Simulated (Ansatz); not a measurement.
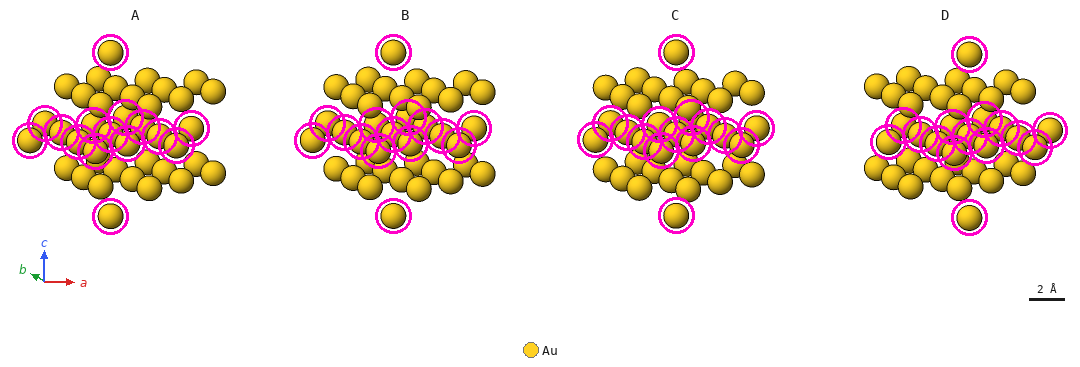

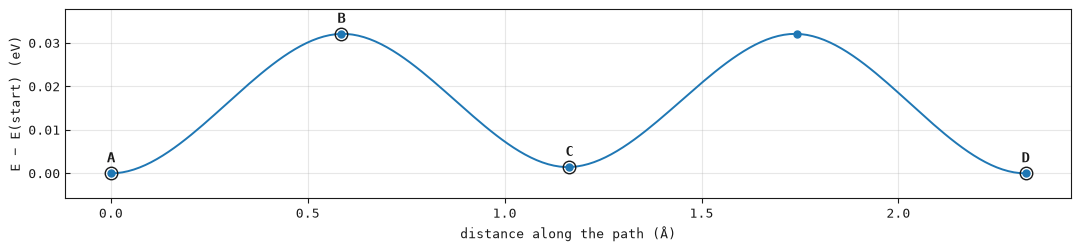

NEB run on a 2-atom cell of Au (set up in P6_3/mmc). Images are numbered from 0 (start) to 4 (end). Frames A to D are images 0, 1, 2, 4. Style: spheres-only. Shown: the atoms within 5.7 Å of the middle of the path, slightly off an axis. The moving atom is ringed, with any periodic copies.

Method: DFT, PBE, PAW with Ansatz's default frozen-core files, scalar-relativistic in Ansatz 0.2.0.

The input:
```yaml
crystal:
  lattice:
    - [2.9, 0.0, 0.0]
    - [-1.45, 2.511473671, 0.0]
    - [0.0, 0.0, 4.88]
  atoms:
    - { symbol: Au, position: [0.3333333333, 0.6666666667, 0.75] }
    - { symbol: Au, position: [0.6666666667, 0.3333333333, 0.25] }
kpoints:
  mp_grid: { grid: [9, 9, 5] }
scf:
  occupations: { method: fermi_dirac, width: 0.05 }
hamiltonian:
  xc: pbe
  pseudopotentials: { kind: paw }
output:
  forces: true
neb:
  images: 3
  f_tol: 0.05
  max_iterations: 40
  relax_end_points: true
  final_atoms:
    - { symbol: Au, position: [1.3333333333, 0.6666666667, 0.75] }
    - { symbol: Au, position: [0.6666666667, 0.3333333333, 0.25] }
```

Command:
```bash
ansatz run input.yaml --threads 4 --pin off --max-ram 4096MiB --backend cpu --events-out ev --progress --plain --runs-dir out
```

Question: Read off the barrier and say what moves.

Answer: The path has more than one stage, and so few images may leave a stage unresolved. An Au atom travels furthest, 2.90 Å from end to end, along +a, on a path that bends up to 0.38 Å away from the straight line. At the highest image its nearest neighbour (Au) is 2.84 Å away, against 2.90 Å at the start, and the surrounding atoms stand up to 0.21 Å off the mean of their end positions. The barrier is about 0.032 eV in both directions, with image 1 at the top; the ends have the same energy. The profile has 2 maxima (images 1, 3) with a dip at image 2 (0.001 eV), so the process runs in steps. The band converged in 5 iterations. The largest component of the band force went from 1 to 0.044 eV/Å. The climbing image converged on the top of the path. Its curvatures weren't checked.
